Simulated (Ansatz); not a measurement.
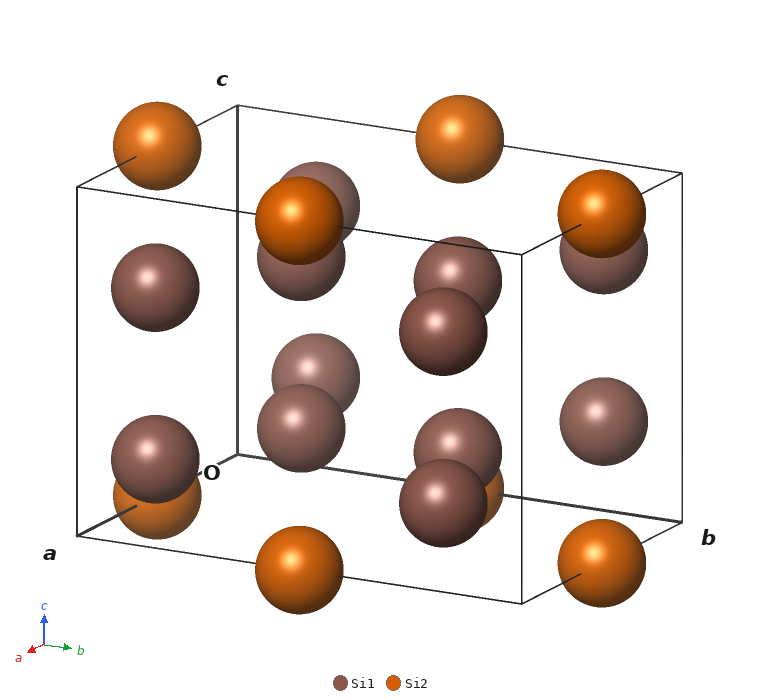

One unit cell; atoms that symmetry makes equivalent share a colour (atoms on faces, edges and corners are repeated). Crystal: Si, coordinates from a relaxation with Ansatz, DFT PBE, scalar-relativistic, plane waves, PAW; the starting structure was generated, so it need not be a known form of this composition. Symmetry computed with spglib at a tolerance of 0.002 Å; standard conventional cell.

a = 4.634 Å, b = 7.035 Å, c = 5.046 Å, α = 90.00°, β = 90.00°, γ = 90.00°; space group Cmmm, No. 65.

One atom of each site: Si1 (1/2, 0.676, 0.254); Si2 (1/2, 0, 0).

Give the multiplicity, Wyckoff letter and site symmetry of each site.

| site | Wyckoff | symmetry |
| --- | --- | --- |
| Si1 | 8n | m.. |
| Si2 | 2b | mmm |

How many free positional parameters does the structure have?

2: Si1 2, Si2 0.
